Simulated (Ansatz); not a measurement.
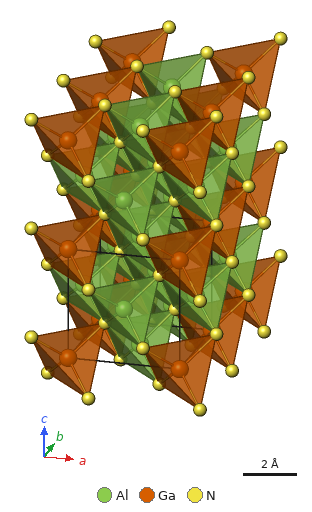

This is the input geometry for a relaxation of crystalline Al$_{3}$GaN$_{4}$ (set up in P-43m). Style: polyhedral. Shown: the cell of the calculation, repeated 1 × 2 × 2 with one cell outlined, from a free direction.

These are results of DFT LDA, scalar-relativistic, plane waves, PAW in Ansatz, not measurements.

Input
```yaml
crystal:
  lattice:
    - [4.40143853, 0.0, 0.0]
    - [0.0, 4.40143853, 0.0]
    - [0.0, 0.0, 4.40143853]
  atoms:
    - { symbol: Al, position: [0.5, 0.5, 0.0] }
    - { symbol: Al, position: [0.5, 0.0, 0.5] }
    - { symbol: Al, position: [0.0, 0.5, 0.5] }
    - { symbol: Ga, position: [0.0, 0.0, 0.0] }
    - { symbol: "N", position: [0.74416343, 0.74416343, 0.25583657] }
    - { symbol: "N", position: [0.74416343, 0.25583657, 0.74416343] }
    - { symbol: "N", position: [0.25583657, 0.74416343, 0.74416343] }
    - { symbol: "N", position: [0.25583657, 0.25583657, 0.25583657] }
basis:
  ecutwfc: 420
kpoints:
  mp_grid: { grid: [6, 6, 6] }
hamiltonian:
  xc: lda
scf:
  occupations: { method: gaussian, width: 0.02 }
output:
  forces: true
  stress: true
  eigenvalues: true
  write_density: true
  write_potential: true
  elf: true
  volumetric_format: npy
relax:
  adjacent_minimum: "off"
  f_tol: 0.005
  max_steps: 80
  cell: { stress_tol: 0.05 }
```

Command:
```bash
ansatz run input.yaml --threads 2 --pin off --max-ram 6144MiB --backend cpu --events-out ev --progress --plain --runs-dir out
```

What does the optimiser find from here?

Answer. The largest moves relative to the cell, 0.006 Å, are those of N5, N6, N7 and N8. N8 goes along [−1 −1 −1]. Al and Ga stay in place. The volume changes by −2.1 %, with a = b = c 4.401 → 4.370 Å (−0.7 %). Near-neighbour distances that change, for instance: Ga4–N5 1.950 → 1.931 Å, Al1–N5 1.892 → 1.880 Å. The space group stays P-43m (No. 215). The energy falls by 3.2 meV per atom in 4 accepted moves (6 points after the start). Largest force component: 0.08 eV/Å at the start, under 0.0001 eV/Å at the end. The pressure goes from −4.27 to 0.00 GPa. At 2 points the geometry stayed and the basis and grid were re-selected for the new cell (energy shift of 0.9 meV per atom at most each time). The run took 16 s on 2 threads of Arm Neoverse V2 (shared host), peak memory 0.33 GiB.
